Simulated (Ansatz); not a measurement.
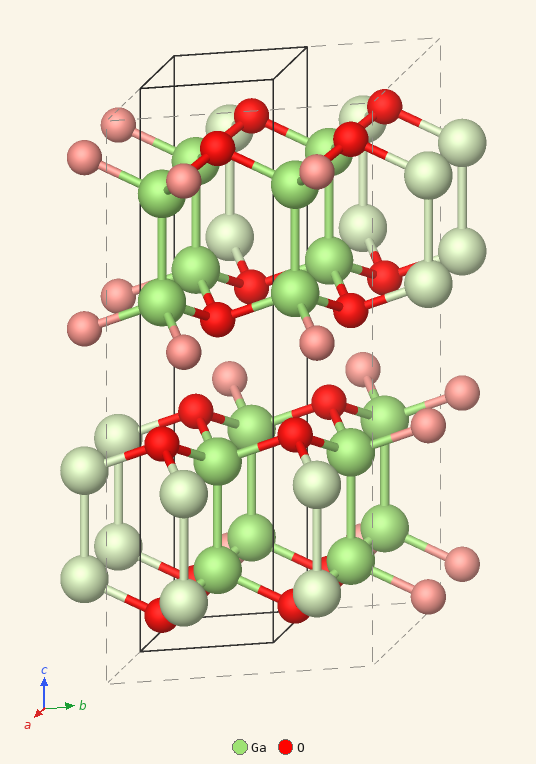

Drawn in the ball-and-stick manner and seen slightly off an axis. The solid frame is a single conventional unit cell within a 2×2×1 block. Outside the box, the atoms bonded to those within are drawn, in fainter colours.

GaO, space group P6_3/mmc (No. 194), a = 3.07 Å, b = 3.07 Å, c = 12.87 Å, α = 90.00°, β = 90.00°, γ = 120.00°.

The numbers come from DFT PBEsol, scalar-relativistic, plane waves, PAW (Ansatz), using a kinetic-energy cutoff of 420 eV, Brillouin-zone sampling on a 12×12×2 mesh, no spin polarisation.

> Is the electronic structure metallic or gapped?

A semiconductor at this level, with a gap of 1.10 eV on the k-mesh (the true edges may lie between mesh points, so the gap can be somewhat smaller).

The initial geometry was a structure type filled with these elements by a generator (whether the compound takes this form wasn't checked). What is shown is the relaxed result from Ansatz 0.2.0, DFT PBEsol, scalar-relativistic, plane waves, PAW.
